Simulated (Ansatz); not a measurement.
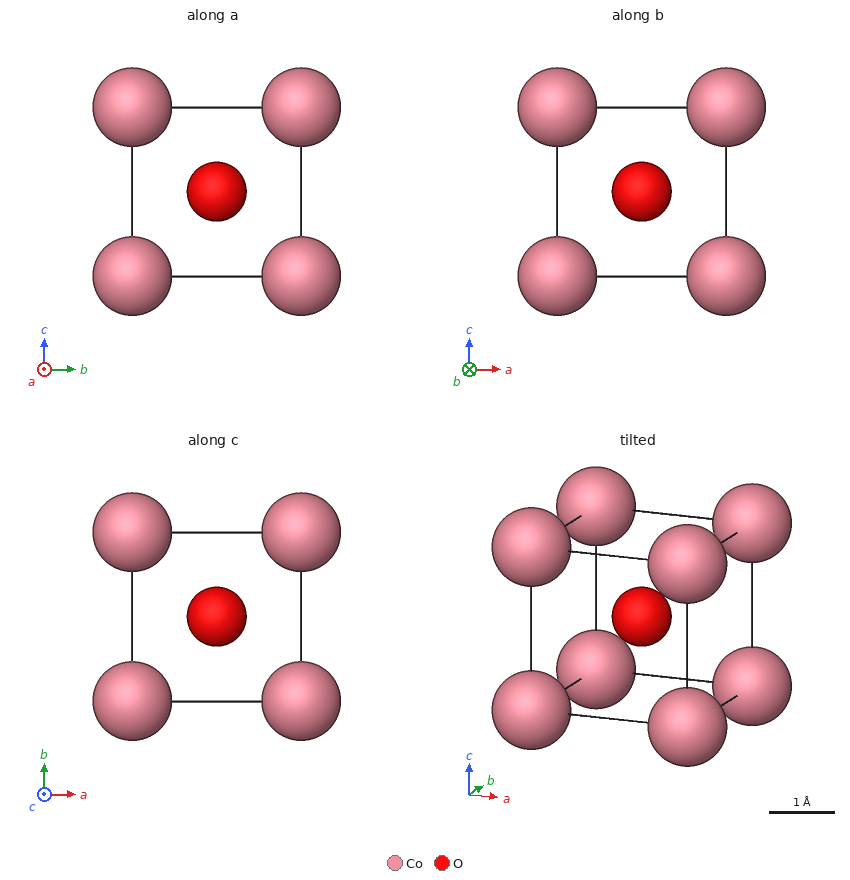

A spheres-only rendering, viewed along the a axis, along the b axis, along the c axis and slightly off an axis. Lines trace the edges of the conventional unit cell.

Lattice parameters: a = 2.6162 Å, b = 2.6162 Å, c = 2.6162 Å, α = 90.000°, β = 90.000°, γ = 90.000°.

Question: Convert the drawing into a CIF with its space group and independent sites.

Answer:
```cif
data_structure
_symmetry_space_group_name_H-M 'P m -3 m'
_symmetry_Int_Tables_number 221
_cell_length_a 2.6162
_cell_length_b 2.6162
_cell_length_c 2.6162
_cell_angle_alpha 90.000
_cell_angle_beta 90.000
_cell_angle_gamma 90.000
_cell_volume 17.91
loop_
_atom_site_label
_atom_site_type_symbol
_atom_site_symmetry_multiplicity
_atom_site_Wyckoff_symbol
_atom_site_fract_x
_atom_site_fract_y
_atom_site_fract_z
_atom_site_occupancy
Co1 Co 1 a 0.0000 0.0000 0.0000 1
O1 O 1 b 0.5000 0.5000 0.5000 1
```

The initial geometry was a structure type filled with these elements by a generator (whether the compound takes this form wasn't checked). This is the structure after a relaxation with DFT PBE, scalar-relativistic, plane waves, PAW in Ansatz 0.2.0.
